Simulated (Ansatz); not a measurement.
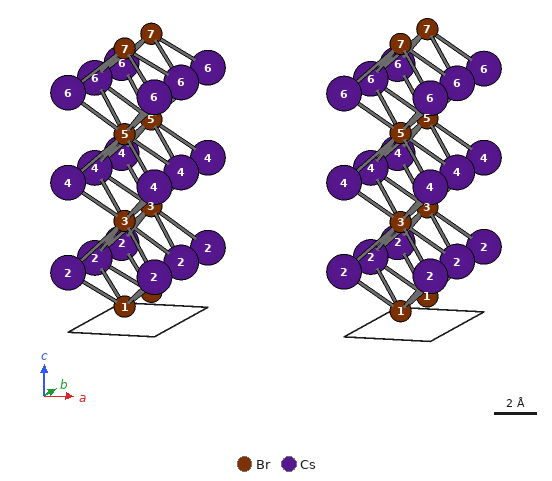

Two geometries of a slab of composition Cs₃Br₄ (cut from the Pm-3m phase), drawn at one scale. One is the start of a relaxation, the other its converged end. A ball-and-stick model of the 1 × 2 repeat of the cell, outlined in the plane, without the vacuum, seen slightly off an axis.

Computed with DFT r2SCAN, scalar-relativistic, plane waves, PAW (Ansatz). (plane-wave cutoff 500 eV; k-point mesh 6 × 6 × 1; occupations gaussian; smearing width 0.05 eV; no spin polarisation; dipole correction; atoms relaxed in a fixed cell; force threshold 0.02 eV/Å; at most 60 steps)

Which of the two is the end point?

Answer. The left one is the relaxed one. Case: (1 0 0) slab, atoms relaxed. The slab is the (1 0 0) face of CsBr. The energy falls by 40.6 meV per cell of the calculation in 3 accepted moves (4 points after the start). The largest force component goes from 0.17 to 0.015 eV/Å. 1 step only repeated the SCF at the same geometry. The largest moves relative to the layer's centre, 0.22 Å, are those of Br1 and Br7. Br1 goes along the normal (+c). Largest moves by element: Br 0.22 Å, Cs 0.05 Å. The lattice vectors keep their values. Near-neighbour distances that change, for instance: Br1–Cs2 3.743 → 3.595 Å, Br5–Cs6 3.743 → 3.803 Å, Br3–Cs4 3.743 → 3.711 Å. Bond angles that change, for instance: Cs2–Br1–Cs2 109.5° → 116.5°, Cs2–Br1–Cs2 70.5° → 73.9°.

Limits of the set-up: the cell has an odd number of electrons but was run without spin polarisation.
